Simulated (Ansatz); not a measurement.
# FeCo3: a changed input and its effect

System: FeCo3 (P4/mmm, 4 atoms in the cell).
Method of run A: DFT PBEsol, scalar-relativistic, plane waves, PAW, spin-polarised (Ansatz 0.2.0).

The structure derives from a Materials Project entry. Text and figures count atoms from 1; the logs count them from 0 in places.

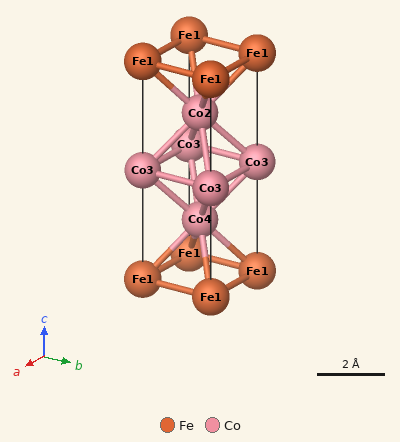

Figure 1. The structure (ball-and-stick view of the cell of the calculation, seen at an oblique angle; atoms are numbered from 1 in the order of the input). An atom can appear more than once, as a periodic image.

Input, run A:
```yaml
crystal:
  lattice:
    - [2.46601, 0.0, 0.0]
    - [0.0, 2.46601, 0.0]
    - [0.0, 0.0, 7.063459]
  atoms:
    - { symbol: Fe, position: [0.0, 0.0, 0.0], spin: 2.76 }
    - { symbol: Co, position: [0.5, 0.5, 0.745404], spin: 1.86 }
    - { symbol: Co, position: [0.0, 0.0, 0.5], spin: 1.91 }
    - { symbol: Co, position: [0.5, 0.5, 0.254596], spin: 1.86 }
basis:
  ecutwfc: 420
kpoints:
  mp_grid: { grid: [16, 16, 6] }
hamiltonian:
  xc: pbesol
scf:
  occupations: { method: gaussian, width: 0.1 }
output:
  forces: true
  stress: true
  eigenvalues: true
  populations: true
magnetization:
  spin_polarized: true
```

Command:
```bash
ansatz run input.yaml --threads 1 --pin off --max-ram 2560MiB --backend cpu --events-out ev --progress --plain --runs-dir out
```

Hardware: 1 thread of Intel Xeon @ 2.50GHz (Skylake/Cascade Lake), 189 GiB of memory available, shared host.

Output, shortened to warnings, some set-up lines, iterations and results (run A):
```
Basis set: ecut = 420 eV, 807 PW (Γ), exchange–correlation on 36×36×96 points (8 copies of the dense FFT grid, shifted against one another)
Symmetry: 16 space group operations
k-points: 180 of 1536
Initial density: superposition of atomic densities (chi_scale 0.1, normalization cell)
[...]
SCF iter   1: F=—  HF=-19727.398752 eV  |F-HF|=—  |Δ(HF+E_count)|=         —  Δρ=8.80e-2 (↑8.66e-2 ↓8.80e-2)  dr2=6.67e0  dr2_m=4.22e-1  M=7.037 μB ∫|m|=7.216 μB  β_m=0.30  …
SCF iter   2: F=—  HF=-19725.076728 eV  |F-HF|=—  |Δ(HF+E_count)|=    2.32e0  Δρ=4.12e-2 (↑1.50e-2 ↓4.12e-2)  dr2=5.16e-1  dr2_m=2.24e-1  M=7.504 μB ∫|m|=7.751 μB  β_m=0.34  …
SCF iter   3: F=—  HF=-19726.081738 eV  |F-HF|=—  |Δ(HF+E_count)|=    1.01e0  Δρ=1.88e-2 (↑1.88e-2 ↓1.50e-2)  dr2=3.65e-2  dr2_m=8.95e-2  M=7.476 μB ∫|m|=7.793 μB  β_m=0.54  …
SCF iter   4: F=—  HF=-19727.296847 eV  |F-HF|=—  |Δ(HF+E_count)|=    1.22e0  Δρ=1.72e-2 (↑1.72e-2 ↓1.01e-2)  dr2=1.24e-1  dr2_m=2.48e-2  M=7.371 μB ∫|m|=7.765 μB  β_m=0.77  …
SCF iter   5: F=—  HF=-19727.677095 eV  |F-HF|=—  |Δ(HF+E_count)|=   3.80e-1  Δρ=1.35e-2 (↑1.35e-2 ↓4.04e-3)  dr2=7.20e-2  dr2_m=1.28e-2  M=7.325 μB ∫|m|=7.766 μB  β_m=0.66  …
[... 7 lines ...]
SCF iter  13: F=—  HF=-19727.691864 eV  |F-HF|=—  |Δ(HF+E_count)|=   2.27e-8  Δρ=9.02e-6 (↑7.02e-6 ↓9.02e-6)  dr2=7.46e-8  dr2_m=3.81e-9  M=7.275 μB ∫|m|=7.734 μB  β_m=0.91  …
SCF iter  14: F=—  HF=-19727.691864 eV  |F-HF|=—  |Δ(HF+E_count)|=   1.05e-9  Δρ=7.59e-6 (↑2.20e-6 ↓7.59e-6)  dr2=2.53e-8  dr2_m=3.65e-9  M=7.275 μB ∫|m|=7.734 μB  β_m=0.95  …
SCF iter  15: F=—  HF=-19727.691864 eV  |F-HF|=—  |Δ(HF+E_count)|=   2.23e-9  Δρ=6.01e-6 (↑2.43e-6 ↓6.01e-6)  dr2=2.30e-8  dr2_m=1.46e-9  M=7.275 μB ∫|m|=7.734 μB  β_m=0.98  …
SCF iter  16: F=-19727.691864 eV  HF=-19727.691864 eV  |F-HF|=4.59e-9  |Δ(HF+E_count)|=   1.26e-9  Δρ=1.96e-6 (↑8.15e-7 ↓1.96e-6)  dr2=4.80e-9  dr2_m=1.83e-10  M=7.275 μB …
SCF 1 converged in 16 iterations: F = -19727.691864 eV  dr2 = 4.80e-9
SCF converged after 16 iterations
Magnetization: 7.2745 μB (37.1373 up, 29.8627 down)
Absolute magnetization: 7.7358 μB (∫|ρ↑−ρ↓|, with the PAW one-centre terms)
Spin contamination: 0.1023 ħ² per cell (⟨S²⟩ above its minimum at these occupations)
Per-site moments (μB) at R_I (Å): [(2.426125090525643, 1.0172291249999998), (1.6584841389750784, 1.014220151917746), (1.7252357394389624, 1.014220151917746), (1.6584841389750782, 1.014220151917746)]
Free energy (F): -19727.691864 eV
Harris-Foulkes:  -19727.691864 eV  (|F-HF|=4.59e-9)
Internal energy: -19727.670523 eV  (E = F + TS)
E sigma→0 (E₀):  -19727.681194 eV
Entropy (-TS):   -0.021341 eV (-5.335 meV/atom)
Fermi energy:    19.044704 eV
--- Per-component energies (eV) ---
  E_band       = -916.693095
  E_kinetic    = 1714.234224
  E_local      = -10485.359650  (includes V_loc(G=0)·N_el)
  E_nonlocal   = 1587.078702
  E_hartree    = 4395.956852
  E_xc         = -591.214775
  E_vxc        = -766.092474  (∫ρ·V_xc dr)
  E_paw        = -5782.807850  (= ΣΔE_a)
  E_vpaw       = -1758.470046  (= ΣTr[D̂ρ^β])
  E_aug_tail   = 0.001071  (compensation charges beyond the density's cutoff)
  E_ewald      = -10566.303556
  E_core_change = 0.744459  (= ΣΔE_core)
  E_smearing   = -0.021341  (= −TS)
  E_closure    = -0.000000  (closes the sum)
  Σ components = -19727.691864   (vs F -19727.691864, Δ=0.00e0)
--- Forces (eV/Å), atoms counted from 1 ---
  atom   1  Fe    -0.00000000    -0.00000000     0.00000000
  atom   2  Co     0.00000000     0.00000000    -0.16213458
  atom   3  Co     0.00000000     0.00000000     0.00000000
  atom   4  Co     0.00000000     0.00000000     0.16213458
  max |Σ_I F_I| component: 1.58e-30 eV/Å
--- Stress (GPa, compression-positive) ---
       -2.505714       0.000000       0.000000
        0.000000      -2.505714       0.000000
        0.000000       0.000000      -2.882351
  P = ⅓ Tr σ = -2.6313 GPa (-26.313 kbar)
--- Löwdin populations: 4 sites ---
  site symbol       q [e]    m [muB]
     0     Fe     15.7937     2.4864
     1     Co     16.7671     1.6534
     2     Co     16.7715     1.7137
     3     Co     16.7671     1.6534
  spilling = 0.013440 (of n_electrons = 67.000000)
```

The input of run B differs as follows (lines with − go, lines with + come):
```diff
-    - { symbol: Fe, position: [0.0, 0.0, 0.0], spin: 2.76 }
-    - { symbol: Co, position: [0.5, 0.5, 0.745404], spin: 1.86 }
-    - { symbol: Co, position: [0.0, 0.0, 0.5], spin: 1.91 }
-    - { symbol: Co, position: [0.5, 0.5, 0.254596], spin: 1.86 }
+    - { symbol: Fe, position: [0.0, 0.0, 0.0], spin: 4.0 }
+    - { symbol: Co, position: [0.5, 0.5, 0.745404], spin: 3.0 }
+    - { symbol: Co, position: [0.0, 0.0, 0.5], spin: 3.0 }
+    - { symbol: Co, position: [0.5, 0.5, 0.254596], spin: 3.0 }
-  mp_grid: { grid: [16, 16, 6] }
+  mp_grid: { grid: [8, 8, 4] }
```

What does this change do to the results?

With the same functional and potentials, run B lies 0.25 meV per atom higher (other lines of the input change too). The net moment of the cell goes from 7.27 to 7.45 μB. The pressure goes from −2.63 to −1.81 GPa. The largest force goes from 0.162 to 0.214 eV/Å. The irreducible k-points go from 180 to 45. On the same kind of shared host run B took about 0.35 times as long.

Output, shortened to warnings, some set-up lines, iterations and results (run B):
```
Basis set: ecut = 420 eV, 807 PW (Γ), exchange–correlation on 36×36×96 points (8 copies of the dense FFT grid, shifted against one another)
Symmetry: 16 space group operations
k-points: 45 of 256
Initial density: superposition of atomic densities (chi_scale 0.1, normalization cell)
[...]
SCF iter   1: F=—  HF=-19728.225895 eV  |F-HF|=—  |Δ(HF+E_count)|=         —  Δρ=2.13e-1 (↑2.13e-1 ↓7.94e-2)  dr2=6.84e0  dr2_m=7.50e0  M=7.676 μB ∫|m|=7.892 μB  β_m=0.30  …
SCF iter   2: F=—  HF=-19725.398819 eV  |F-HF|=—  |Δ(HF+E_count)|=    2.83e0  Δρ=1.01e-1 (↑1.01e-1 ↓7.11e-2)  dr2=5.43e-1  dr2_m=2.83e0  M=7.883 μB ∫|m|=8.152 μB  β_m=0.45  …
SCF iter   3: F=—  HF=-19726.854795 eV  |F-HF|=—  |Δ(HF+E_count)|=    1.46e0  Δρ=4.27e-2 (↑3.93e-2 ↓4.27e-2)  dr2=1.26e-2  dr2_m=6.56e-1  M=7.606 μB ∫|m|=7.968 μB  β_m=0.63  …
SCF iter   4: F=—  HF=-19727.734420 eV  |F-HF|=—  |Δ(HF+E_count)|=   8.80e-1  Δρ=1.67e-2 (↑1.36e-2 ↓1.67e-2)  dr2=2.78e-1  dr2_m=8.36e-3  M=7.445 μB ∫|m|=7.873 μB  β_m=0.77  …
SCF iter   5: F=—  HF=-19727.705316 eV  |F-HF|=—  |Δ(HF+E_count)|=   2.91e-2  Δρ=1.12e-2 (↑1.12e-2 ↓7.11e-3)  dr2=8.35e-2  dr2_m=3.88e-3  M=7.459 μB ∫|m|=7.887 μB  β_m=0.61  …
[... 14 lines ...]
SCF iter  20: F=—  HF=-19727.690848 eV  |F-HF|=—  |Δ(HF+E_count)|=   1.60e-7  Δρ=1.28e-5 (↑3.93e-6 ↓1.28e-5)  dr2=8.23e-8  dr2_m=1.31e-8  M=7.446 μB ∫|m|=7.872 μB  β_m=0.58  …
SCF iter  21: F=—  HF=-19727.690848 eV  |F-HF|=—  |Δ(HF+E_count)|=   2.32e-8  Δρ=8.60e-6 (↑1.93e-6 ↓8.60e-6)  dr2=4.59e-8  dr2_m=6.63e-9  M=7.446 μB ∫|m|=7.872 μB  β_m=0.79  …
SCF iter  22: F=—  HF=-19727.690848 eV  |F-HF|=—  |Δ(HF+E_count)|=   1.33e-8  Δρ=1.17e-5 (↑4.19e-6 ↓1.17e-5)  dr2=1.65e-7  dr2_m=7.38e-9  M=7.446 μB ∫|m|=7.872 μB  β_m=0.71  …
SCF iter  23: F=-19727.690848 eV  HF=-19727.690848 eV  |F-HF|=2.97e-8  |Δ(HF+E_count)|=   5.35e-9  Δρ=7.88e-6 (↑1.59e-6 ↓7.88e-6)  dr2=3.28e-8  dr2_m=4.28e-9  M=7.446 μB …
SCF 1 converged in 23 iterations: F = -19727.690848 eV  dr2 = 3.28e-8
SCF converged after 23 iterations
Magnetization: 7.4458 μB (37.2229 up, 29.7771 down)
Absolute magnetization: 7.8737 μB (∫|ρ↑−ρ↓|, with the PAW one-centre terms)
Spin contamination: 0.1005 ħ² per cell (⟨S²⟩ above its minimum at these occupations)
Per-site moments (μB) at R_I (Å): [(2.506187780708691, 1.0172291249999998), (1.686896857037573, 1.014220151917746), (1.7407442400756332, 1.014220151917746), (1.6868968570375729, 1.014220151917746)]
Free energy (F): -19727.690848 eV
Harris-Foulkes:  -19727.690848 eV  (|F-HF|=2.97e-8)
Internal energy: -19727.669390 eV  (E = F + TS)
E sigma→0 (E₀):  -19727.680119 eV
Entropy (-TS):   -0.021458 eV (-5.365 meV/atom)
Fermi energy:    19.050451 eV
--- Per-component energies (eV) ---
  E_band       = -916.779909
  E_kinetic    = 1714.079882
  E_local      = -10485.215181  (includes V_loc(G=0)·N_el)
  E_nonlocal   = 1587.297563
  E_hartree    = 4395.862684
  E_xc         = -591.210620
  E_vxc        = -766.086997  (∫ρ·V_xc dr)
  E_paw        = -5782.925693  (= ΣΔE_a)
  E_vpaw       = -1758.584980  (= ΣTr[D̂ρ^β])
  E_aug_tail   = 0.001072  (compensation charges beyond the density's cutoff)
  E_ewald      = -10566.303556
  E_core_change = 0.744459  (= ΣΔE_core)
  E_smearing   = -0.021458  (= −TS)
  E_closure    = 0.000000  (closes the sum)
  Σ components = -19727.690848   (vs F -19727.690848, Δ=0.00e0)
--- Forces (eV/Å), atoms counted from 1 ---
  atom   1  Fe     0.00000000     0.00000000     0.00000000
  atom   2  Co     0.00000000     0.00000000    -0.21367345
  atom   3  Co     0.00000000     0.00000000     0.00000000
  atom   4  Co     0.00000000     0.00000000     0.21367345
  max |Σ_I F_I| component: 1.97e-31 eV/Å
--- Stress (GPa, compression-positive) ---
       -1.433568       0.000000       0.000000
        0.000000      -1.433568       0.000000
        0.000000       0.000000      -2.575993
  P = ⅓ Tr σ = -1.8144 GPa (-18.144 kbar)
--- Löwdin populations: 4 sites ---
  site symbol       q [e]    m [muB]
     0     Fe     15.7888     2.5726
     1     Co     16.7678     1.6839
     2     Co     16.7692     1.7310
     3     Co     16.7678     1.6839
  spilling = 0.013528 (of n_electrons = 67.000000)
```

The two runs side by side:

```csv
quantity,run A,run B
outcome,converged,converged
free energy per atom (eV),−4931.9230,−4931.9227
"energy per atom, smearing taken to zero (eV)",−4931.9203,−4931.9200
gap on the mesh (eV),0.00,0.00
net moment of the cell (μB),7.27,7.45
absolute moment of the cell (μB),7.74,7.87
pressure (GPa),−2.63,−1.81
largest force (eV/Å),0.162,0.214
SCF iterations,16,–
irreducible k-points,180,45
plane waves at Γ,807,807
wall time (shared host),2.6 min,54 s
```
